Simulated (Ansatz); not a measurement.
```xyz
2
Lattice="1.7256 1.7256 0.0000 -1.7256 1.7256 0.0000 0.0000 0.0000 3.4978" Properties=species:S:1:pos:R:3 pbc="T T T"
Ni    0.0000    0.0000    0.0000
Ni    0.0000    1.7256    1.7489
```

Space group I4/mmm; changed on purpose from its base cell (uniaxial strain along c, a, b and atoms relaxed: +1.0 %); spin-polarised.

The calculation used Ansatz 0.2.0, DFT PBEsol, scalar-relativistic, plane waves, PAW.

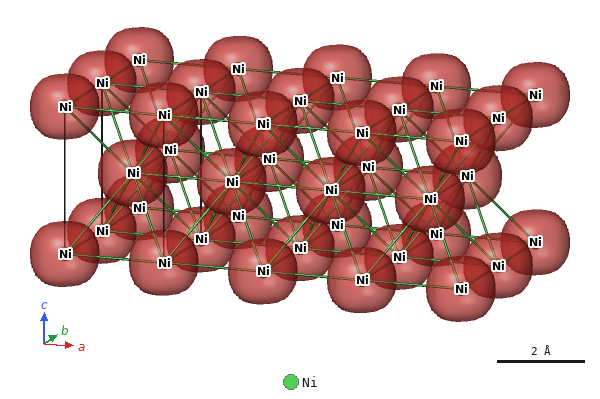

Ni. Isosurface of the spin density (up minus down) at +0.04 e/Å³ (red), seen slightly off an axis. Sticks mark near contacts.

Core electrons are frozen (PAW), and the valence fields are smoothed inside the atomic spheres.

Q: Describe the spin distribution.

A: The spin density sits on Ni: +0.7 μB (×2) in one cell of 2 atoms: parallel main moments (a ferromagnetic arrangement) in this solution. The cell of the calculation (2 atoms) carries 1.3 μB of net spin moment.
